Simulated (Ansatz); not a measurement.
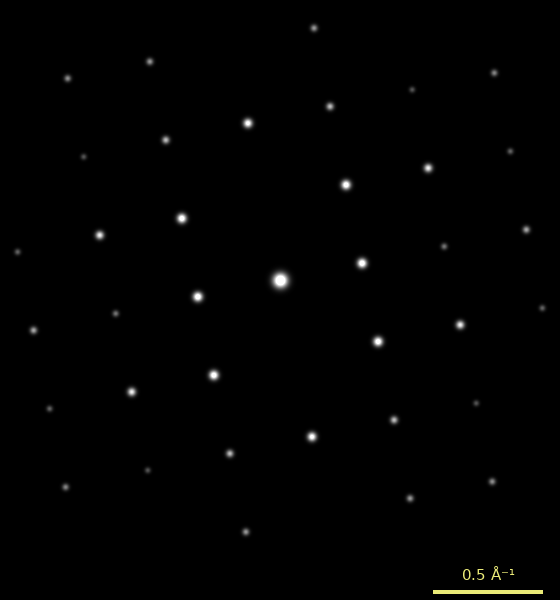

The pattern is a kinematic simulation for 80 kV electrons (no multiple scattering; isotropic B = 0.8 Å²).

Read the repeat vectors of the pattern off the scale bar.

The spots form a rectangular net whose two shortest vectors correspond to d = 2.71 Å and 2.58 Å, 90.0° apart.

What is the point symmetry of the pattern, intensities included?

2mm. A zero-layer kinematic pattern is always centrosymmetric (Friedel's law).

Which crystal and zone produced it?

This cannot be fixed from one zone alone; the pattern is [110] of Ru, space group Cmcm (No. 63), a = 2.73 Å, b = 8.00 Å, c = 2.71 Å. The net vectors are 0 0 1 (itself extinct) and 1 -1 0. Structure: the input geometry of an electronic-structure calculation (not necessarily at equilibrium); the starting structure was generated, so it need not be a known form of this composition.
